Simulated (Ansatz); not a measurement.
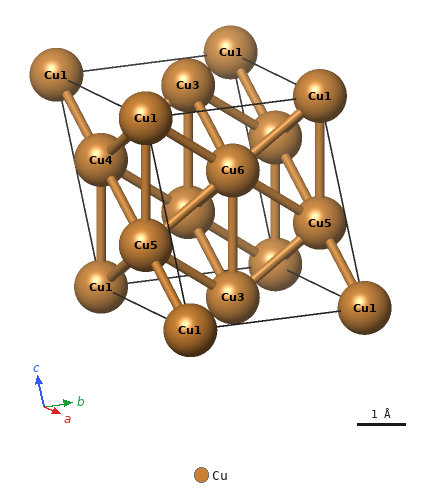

Figure 1. The input geometry (ball-and-stick view of the cell of the calculation, seen slightly off an axis; atoms are numbered from 1 in the order of the input). An atom can appear more than once, as a periodic image.

Geometry relaxation of Cu (part 1 of 2)

The run: geometry relaxation of Cu (I4/mmm, 6 atoms in the cell). Method and program: DFT r2SCAN, scalar-relativistic, plane waves, PAW (Ansatz 0.2.0).

The structure derives from a Materials Project entry. The run did not end well. It belongs to a series of runs on one base structure; here: 0 of 6 Cu sites taken by Mn, cell and atoms relaxed. Figures and captions count atoms from 1; the log counts them from 0 in places.

### The input
```yaml
crystal:
  lattice:
    - [2.8953822118, 2.8953822118, 0.0]
    - [-2.8953822118, 2.8953822118, 0.0]
    - [-1.4476911059, -1.4476911059, 4.1079420792]
  atoms:
    - { symbol: Cu, position: [0.0, 0.0, 0.0] }
    - { symbol: Cu, position: [0.1666666667, 0.5, 0.3333333333] }
    - { symbol: Cu, position: [0.5, 0.5, 0.0] }
    - { symbol: Cu, position: [0.3333333333, 0.0, 0.6666666667] }
    - { symbol: Cu, position: [0.6666666667, 0.0, 0.3333333333] }
    - { symbol: Cu, position: [0.8333333333, 0.5, 0.6666666667] }
basis:
  ecutwfc: 500
kpoints:
  mp_grid: { grid: [10, 8, 10] }
hamiltonian:
  xc: r2scan
scf:
  occupations: { method: gaussian, width: 0.1 }
output:
  forces: true
  stress: true
  eigenvalues: true
relax:
  adjacent_minimum: "off"
  f_tol: 0.015
  max_steps: 60
  cell: { stress_tol: 0.15 }
```

Launched with:
```bash
ansatz run input.yaml --threads 1 --pin off --max-ram 2560MiB --backend cpu --events-out ev --progress --plain --runs-dir out
```

### What the program printed
```
Engine: ansatz 0.2.0, aarch64-unknown-linux-gnu
Pseudopotentials: kind: paw
Pseudopotential: Cu, paw, valence charge 19, recommended cutoff 500 eV (meta_gga), Cu.paw.azcp
Functional definition: r2SCAN
  parameter k0 = 0.174
  parameter k1 = 0.065
  parameter a1 = 4.9479
  exchange = r2scan_x(k0 = k0, k1 = k1, a1 = a1)
  correlation = r2scan_c
Crystal: 6 atoms, lattice volume = 68.876 Å³
Basis set: ecut = 500 eV, 1731 PW (Γ), exchange–correlation on 120×120×144 points (64 copies of the dense FFT grid, shifted against one another)
Bands: 69, of which v1, the nominal top of the filled ones, is band 57 counted from 1 (56 counted from 0)
Symmetry: 48 space group operations
Space group: I4/mmm (ITA 139), of the structure as read, at distance tolerance 4.1e-5 Å
k-points: 155 of 800
Non-local potential: Cu, projectors of the file, l = 0: 3, l = 1: 2, l = 2: 3, l = 3: 1
PAW form: soft (Blöchl's): semilocal exchange-correlation on the pseudo side does not see the compensation charge
PAW frozen core: Cu, regenerated for the run's functional (the file was generated under x = pbe(κ = 0.804, μ = 0.2195149727645171), c = pbe(β = 0.06672455060314922))
PAW one-centre angular grid: Cu, 590 points (default); XC on 160 Gauss nodes
Initial density: superposition of atomic densities (neutral atoms: chi_scale 0, normalization atom), corrected by the library's trained network
Initial wavefunctions: pseudopotential atomic-orbital guess
Functional: x = r2scan, c = r2scan; τ floored in thin density (d = 2e-4 eV/Å³)
SCF iter   1: F=—  HF=-39787.328676 eV  |F-HF|=—  |Δ(HF+E_count)|=         —  Δρ=4.01e-2  dr2=6.04e-1  dr2_τ=4.44e-3  ethr=1.77e-3  ⟨swp⟩=4.9  Hψ=34035  notcnv=0  defer=229
preconditioner: auto → Kerker (q_TF=auto, 2.967 Å⁻¹)  [metal: Δε(μ)=0.017 eV  Ē_g=11.214 eV  σ=0.100 eV  W_gap=0.10  n_scr=24 (ndim 8)  ℏωp=36.3 eV  f_vac=0.000  D(μ)=1.95/eV (n_scr^D=12)]
SCF iter   2: F=—  HF=-39787.260494 eV  |F-HF|=—  |Δ(HF+E_count)|=   6.82e-2  Δρ=1.08e-2  dr2=2.77e-2  dr2_τ=7.09e-3  ethr=5.30e-4  ⟨swp⟩=2.1  Hψ=18254  notcnv=0  defer=835
SCF iter   3: F=—  HF=-39787.226212 eV  |F-HF|=—  |Δ(HF+E_count)|=   3.43e-2  Δρ=9.33e-3  dr2=3.97e-2  dr2_τ=2.57e-4  ethr=2.43e-5  ⟨swp⟩=2.0  Hψ=19720  notcnv=0  defer=835
SCF iter   4: F=—  HF=-39787.216067 eV  |F-HF|=—  |Δ(HF+E_count)|=   1.01e-2  Δρ=1.57e-3  dr2=1.41e-3  dr2_τ=8.08e-5  ethr=2.43e-5  ⟨swp⟩=1.3  Hψ=12359  notcnv=0  defer=831
SCF iter   5: F=—  HF=-39787.216854 eV  |F-HF|=—  |Δ(HF+E_count)|=   7.87e-4  Δρ=6.42e-4  dr2=2.38e-4  dr2_τ=4.23e-6  ethr=1.24e-6  ⟨swp⟩=2.0  Hψ=14925  notcnv=0  defer=831
SCF iter   6: F=—  HF=-39787.216857 eV  |F-HF|=—  |Δ(HF+E_count)|=   3.71e-6  Δρ=9.91e-5  dr2=6.17e-6  dr2_τ=8.40e-8  ethr=2.08e-7  ⟨swp⟩=2.0  Hψ=14536  notcnv=0  defer=831
SCF iter   7: F=—  HF=-39787.216845 eV  |F-HF|=—  |Δ(HF+E_count)|=   1.24e-5  Δρ=3.50e-5  dr2=6.08e-7  dr2_τ=3.13e-9  ethr=5.41e-9  ⟨swp⟩=2.0  Hψ=14816  notcnv=0  defer=831
SCF iter   8: F=-39787.216845 eV  HF=-39787.216845 eV  |F-HF|=5.53e-9  |Δ(HF+E_count)|=   1.63e-8  Δρ=5.21e-6  dr2=1.25e-8  dr2_τ=6.73e-11  ethr=8.77e-11  ⟨swp⟩=8.1  Hψ=47932  notcnv=0
SCF 1 converged in 8 iterations: F = -39787.216845 eV  dr2 = 1.25e-8
  greatest PAW one-centre occupation: 1.000 electrons in one spin orbital (limit 2), on the Cu atom at site 5 (counted from 0), in its partial waves of l = 0
relax step   1: F+E_penalty+E_count = -39787.21684507 eV  Δ(F+E_penalty+E_count) = +0.000e0 eV  max|allowed force component| = 6.463e-27 eV/Å  Δτ_max = 0.0000 Å  P = +0.052 GPa  Ω = 68.876 Å³  (8 SCF iters, dr2 threshold 1.00e-7 eV, accepted)
Crystal: 6 atoms, lattice volume = 68.888 Å³
Initial density: handed on by an earlier stage of this run
Initial wavefunctions: those handed on with the density
iter 1 solved again at ethr=3.73e-9 eV; its pass at ethr=3.10e-3 eV (dr2=4.26e-6 eV) is discarded
SCF iter   1: F=—  HF=-39787.216848 eV  |F-HF|=—  |Δ(HF+E_count)|=         —  Δρ=9.35e-5  dr2=3.39e-6  dr2_τ=3.51e-5  ethr=3.73e-9  ⟨swp⟩=2.8  Hψ=40547  notcnv=0
preconditioner: auto → Kerker (q_TF=auto, 2.967 Å⁻¹)  [metal: Δε(μ)=0.013 eV  Ē_g=11.026 eV  σ=0.100 eV  W_gap=0.07  n_scr=24 (ndim 8)  ℏωp=36.3 eV  f_vac=0.000  D(μ)=2.05/eV (n_scr^D=20)]
SCF iter   2: F=—  HF=-39787.216893 eV  |F-HF|=—  |Δ(HF+E_count)|=   4.53e-5  Δρ=5.87e-5  dr2=9.77e-7  dr2_τ=4.22e-8  ethr=2.98e-9  ⟨swp⟩=2.0  Hψ=19565  notcnv=0
SCF iter   3: F=—  HF=-39787.216893 eV  |F-HF|=—  |Δ(HF+E_count)|=   2.22e-7  Δρ=2.38e-5  dr2=1.91e-7  dr2_τ=4.49e-9  ethr=8.57e-10  ⟨swp⟩=2.0  Hψ=15569  notcnv=0
SCF iter   4: F=-39787.216893 eV  HF=-39787.216893 eV  |F-HF|=7.04e-8  |Δ(HF+E_count)|=   9.69e-8  Δρ=1.44e-5  dr2=6.72e-8  dr2_τ=1.49e-9  ethr=7.37e-11  ⟨swp⟩=4.0  Hψ=34184  notcnv=0
SCF 2 converged in 4 iterations: F = -39787.216893 eV  dr2 = 6.72e-8
relax step   2: F+E_penalty+E_count = -39787.21689315 eV  Δ(F+E_penalty+E_count) = -4.807e-5 eV  max|allowed force component| = 7.873e-27 eV/Å  Δτ_max = 0.0000 Å  P = +0.027 GPa  Ω = 68.888 Å³  energy of the carried Pulay correction = -7.603e-6 eV  (4 SCF iters, dr2 threshold 8.40e-8 eV, accepted)
Crystal: 6 atoms, lattice volume = 68.807 Å³
Basis set: ecut = 500 eV, 1747 PW (Γ), exchange–correlation on 120×120×144 points (64 copies of the dense FFT grid, shifted against one another)
iter 1 solved again at ethr=1.95e-7 eV; its pass at ethr=3.10e-3 eV (dr2=2.22e-4 eV) is discarded
SCF iter   1: F=—  HF=-39787.209631 eV  |F-HF|=—  |Δ(HF+E_count)|=         —  Δρ=8.52e-4  dr2=2.25e-4  dr2_τ=5.75e-3  ethr=1.95e-7  ⟨swp⟩=2.1  Hψ=49844  notcnv=0
preconditioner: auto → Kerker (q_TF=auto, 2.968 Å⁻¹)  [metal: Δε(μ)=0.014 eV  Ē_g=11.039 eV  σ=0.100 eV  W_gap=0.08  n_scr=24 (ndim 8)  ℏωp=36.4 eV  f_vac=0.000  D(μ)=2.13/eV (n_scr^D=20)]
SCF iter   2: F=—  HF=-39787.217164 eV  |F-HF|=—  |Δ(HF+E_count)|=   7.53e-3  Δρ=5.21e-4  dr2=8.21e-5  dr2_τ=3.45e-6  ethr=1.95e-7  ⟨swp⟩=2.2  Hψ=19666  notcnv=0
SCF iter   3: F=—  HF=-39787.217160 eV  |F-HF|=—  |Δ(HF+E_count)|=   3.91e-6  Δρ=3.10e-4  dr2=3.12e-5  dr2_τ=6.16e-7  ethr=7.20e-8  ⟨swp⟩=2.0  Hψ=15531  notcnv=0
SCF iter   4: F=—  HF=-39787.217165 eV  |F-HF|=—  |Δ(HF+E_count)|=   4.48e-6  Δρ=1.81e-4  dr2=1.06e-5  dr2_τ=2.19e-7  ethr=2.74e-8  ⟨swp⟩=2.0  Hψ=14036  notcnv=0
SCF iter   5: F=—  HF=-39787.217175 eV  |F-HF|=—  |Δ(HF+E_count)|=   9.66e-6  Δρ=4.46e-5  dr2=7.22e-7  dr2_τ=1.08e-8  ethr=9.33e-9  ⟨swp⟩=2.0  Hψ=15825  notcnv=0
SCF iter   6: F=—  HF=-39787.217173 eV  |F-HF|=—  |Δ(HF+E_count)|=   1.22e-6  Δρ=1.13e-5  dr2=5.88e-8  dr2_τ=1.01e-9  ethr=6.33e-10  ⟨swp⟩=2.0  Hψ=15440  notcnv=0
SCF iter   7: F=—  HF=-39787.217173 eV  |F-HF|=—  |Δ(HF+E_count)|=   4.50e-8  Δρ=5.52e-6  dr2=1.51e-8  dr2_τ=1.74e-10  ethr=5.16e-11  ⟨swp⟩=2.0  Hψ=15488  notcnv=0
SCF iter   8: F=—  HF=-39787.217173 eV  |F-HF|=—  |Δ(HF+E_count)|=   4.81e-9  Δρ=2.97e-6  dr2=4.63e-9  dr2_τ=3.31e-11  ethr=1.33e-11  ⟨swp⟩=2.4  Hψ=14019  notcnv=0
SCF iter   9: F=—  HF=-39787.217173 eV  |F-HF|=—  |Δ(HF+E_count)|=   1.26e-9  Δρ=1.69e-6  dr2=1.57e-9  dr2_τ=9.27e-12  ethr=4.06e-12  ⟨swp⟩=1.0  Hψ=10695  notcnv=0
SCF iter  10: F=-39787.217173 eV  HF=-39787.217173 eV  |F-HF|=4.37e-11  |Δ(HF+E_count)|=  4.66e-10  Δρ=1.65e-7  dr2=1.27e-11  dr2_τ=2.23e-13  ethr=1.00e-12  ⟨swp⟩=4.0  Hψ=36492  notcnv=0
SCF 3 converged in 10 iterations: F = -39787.217173 eV  dr2 = 1.27e-11
relax step   3: F+E_penalty+E_count = -39787.21717335 eV  Δ(F+E_penalty+E_count) = -2.802e-4 eV  max|allowed force component| = 1.644e-28 eV/Å  Δτ_max = 0.0000 Å  P = +0.253 GPa  Ω = 68.807 Å³  energy of the carried Pulay correction = +2.746e-5 eV  (10 SCF iters, accepted)
Crystal: 6 atoms, lattice volume = 69.003 Å³
Basis set: ecut = 500 eV, 1771 PW (Γ), exchange–correlation on 120×120×144 points (64 copies of the dense FFT grid, shifted against one another)
iter 1 solved again at ethr=8.56e-7 eV; its pass at ethr=3.10e-3 eV (dr2=9.76e-4 eV) is discarded
SCF iter   1: F=—  HF=-39787.214753 eV  |F-HF|=—  |Δ(HF+E_count)|=         —  Δρ=1.44e-3  dr2=8.64e-4  dr2_τ=1.82e-3  ethr=8.56e-7  ⟨swp⟩=2.0  Hψ=41103  notcnv=0
preconditioner: auto → Kerker (q_TF=auto, 2.966 Å⁻¹)  [metal: Δε(μ)=0.020 eV  Ē_g=11.019 eV  σ=0.100 eV  W_gap=0.11  n_scr=24 (ndim 8)  ℏωp=36.3 eV  f_vac=0.000  D(μ)=2.13/eV (n_scr^D=20)]
SCF iter   2: F=—  HF=-39787.217191 eV  |F-HF|=—  |Δ(HF+E_count)|=   2.44e-3  Δρ=9.26e-4  dr2=2.41e-4  dr2_τ=9.77e-6  ethr=7.58e-7  ⟨swp⟩=2.0  Hψ=19373  notcnv=0
SCF iter   3: F=—  HF=-39787.217101 eV  |F-HF|=—  |Δ(HF+E_count)|=   9.03e-5  Δρ=2.04e-4  dr2=1.55e-5  dr2_τ=3.22e-7  ethr=2.11e-7  ⟨swp⟩=2.0  Hψ=15572  notcnv=0
SCF iter   4: F=—  HF=-39787.217095 eV  |F-HF|=—  |Δ(HF+E_count)|=   5.63e-6  Δρ=9.86e-5  dr2=3.92e-6  dr2_τ=1.03e-7  ethr=1.36e-8  ⟨swp⟩=2.0  Hψ=15821  notcnv=0
SCF iter   5: F=—  HF=-39787.217101 eV  |F-HF|=—  |Δ(HF+E_count)|=   5.25e-6  Δρ=9.10e-5  dr2=2.49e-6  dr2_τ=1.74e-8  ethr=3.44e-9  ⟨swp⟩=2.0  Hψ=16568  notcnv=0
SCF iter   6: F=—  HF=-39787.217101 eV  |F-HF|=—  |Δ(HF+E_count)|=   3.97e-7  Δρ=3.92e-5  dr2=5.57e-7  dr2_τ=4.12e-9  ethr=2.19e-9  ⟨swp⟩=2.1  Hψ=12889  notcnv=0
SCF iter   7: F=-39787.217101 eV  HF=-39787.217101 eV  |F-HF|=3.35e-8  |Δ(HF+E_count)|=   1.56e-9  Δρ=1.31e-5  dr2=7.39e-8  dr2_τ=5.17e-10  ethr=1.79e-10  ⟨swp⟩=4.1  Hψ=33247  notcnv=0
SCF 4 converged in 7 iterations: F = -39787.217101 eV  dr2 = 7.39e-8
relax step   4: F+E_penalty+E_count = -39787.21710101 eV  Δ(F+E_penalty+E_count) = +7.234e-5 eV  max|allowed force component| = 1.380e-26 eV/Å  Δτ_max = 0.0000 Å  P = -0.190 GPa  Ω = 69.003 Å³  energy of the carried Pulay correction = -8.963e-5 eV  (7 SCF iters, dr2 threshold 2.04e-7 eV, accepted)
Crystal: 6 atoms, lattice volume = 68.931 Å³
Basis set: ecut = 500 eV, 1763 PW (Γ), exchange–correlation on 120×120×144 points (64 copies of the dense FFT grid, shifted against one another)
iter 1 solved again at ethr=1.14e-7 eV; its pass at ethr=3.10e-3 eV (dr2=1.30e-4 eV) is discarded
SCF iter   1: F=—  HF=-39787.216981 eV  |F-HF|=—  |Δ(HF+E_count)|=         —  Δρ=5.27e-4  dr2=1.17e-4  dr2_τ=1.80e-4  ethr=1.14e-7  ⟨swp⟩=2.0  Hψ=39123  notcnv=0
preconditioner: auto → Kerker (q_TF=auto, 2.967 Å⁻¹)  [metal: Δε(μ)=0.006 eV  Ē_g=11.024 eV  σ=0.100 eV  W_gap=0.03  n_scr=24 (ndim 8)  ℏωp=36.3 eV  f_vac=0.000  D(μ)=2.13/eV (n_scr^D=20)]
SCF iter   2: F=—  HF=-39787.217217 eV  |F-HF|=—  |Δ(HF+E_count)|=   2.36e-4  Δρ=3.34e-4  dr2=3.13e-5  dr2_τ=1.31e-6  ethr=1.03e-7  ⟨swp⟩=2.0  Hψ=18022  notcnv=0
SCF iter   3: F=—  HF=-39787.217204 eV  |F-HF|=—  |Δ(HF+E_count)|=   1.27e-5  Δρ=5.36e-5  dr2=1.14e-6  dr2_τ=3.76e-8  ethr=2.74e-8  ⟨swp⟩=2.0  Hψ=15577  notcnv=0
SCF iter   4: F=—  HF=-39787.217205 eV  |F-HF|=—  |Δ(HF+E_count)|=   5.32e-7  Δρ=2.76e-5  dr2=3.45e-7  dr2_τ=8.47e-9  ethr=2.02e-10  ⟨swp⟩=5.3  Hψ=45460  notcnv=0
SCF iter   5: F=—  HF=-39787.217205 eV  |F-HF|=—  |Δ(HF+E_count)|=   6.18e-7  Δρ=3.56e-5  dr2=3.85e-7  dr2_τ=2.63e-9  ethr=2.02e-10  ⟨swp⟩=5.0  Hψ=43665  notcnv=0
SCF iter   6: F=-39787.217205 eV  HF=-39787.217205 eV  |F-HF|=5.24e-8  |Δ(HF+E_count)|=   9.42e-9  Δρ=1.45e-5  dr2=7.14e-8  dr2_τ=7.66e-10  ethr=2.02e-10  ⟨swp⟩=2.7  Hψ=35144  notcnv=0
SCF 5 converged in 6 iterations: F = -39787.217205 eV  dr2 = 7.14e-8
relax step   5: F+E_penalty+E_count = -39787.21720512 eV  Δ(F+E_penalty+E_count) = -1.041e-4 eV  max|allowed force component| = 7.551e-26 eV/Å  Δτ_max = 0.0000 Å  P = -0.023 GPa  Ω = 68.931 Å³  energy of the carried Pulay correction = -4.775e-5 eV  (6 SCF iters, dr2 threshold 2.31e-7 eV, accepted)
Basis set: ecut = 500 eV, 1763 PW (Γ), exchange–correlation on 128×128×144 points (64 copies of the dense FFT grid, shifted against one another)
Initial wavefunctions: pseudopotential atomic-orbital guess (no wavefunctions were taken with the density)
iter 1 solved again at ethr=8.37e-10 eV; its pass at ethr=3.10e-3 eV (dr2=9.54e-7 eV) is discarded
SCF iter   1: F=—  HF=-39787.217292 eV  |F-HF|=—  |Δ(HF+E_count)|=         —  Δρ=3.15e-5  dr2=1.59e-7  dr2_τ=3.13e-7  ethr=8.37e-10  ⟨swp⟩=4.0  Hψ=70100  notcnv=0
preconditioner: auto → Kerker (q_TF=auto, 2.967 Å⁻¹)  [metal: Δε(μ)=0.005 eV  Ē_g=11.026 eV  σ=0.100 eV  W_gap=0.03  n_scr=24 (ndim 8)  ℏωp=36.3 eV  f_vac=0.000  D(μ)=2.13/eV (n_scr^D=20)]
SCF iter   2: F=—  HF=-39787.217292 eV  |F-HF|=—  |Δ(HF+E_count)|=   1.60e-7  Δρ=1.51e-5  dr2=2.40e-8  dr2_τ=2.37e-8  ethr=1.40e-10  ⟨swp⟩=2.0  Hψ=15820  notcnv=0
```

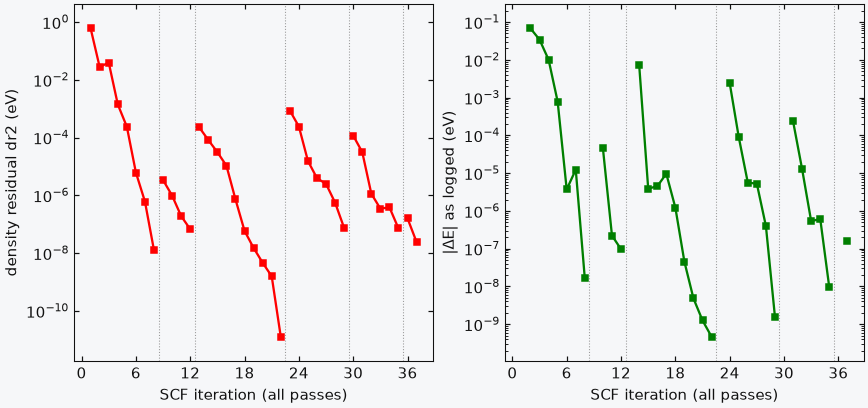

Figure 2. Convergence of the self-consistent field: density residual dr2 and size of the energy change against the SCF iteration. Dotted lines part the SCF passes that the log prints in full.
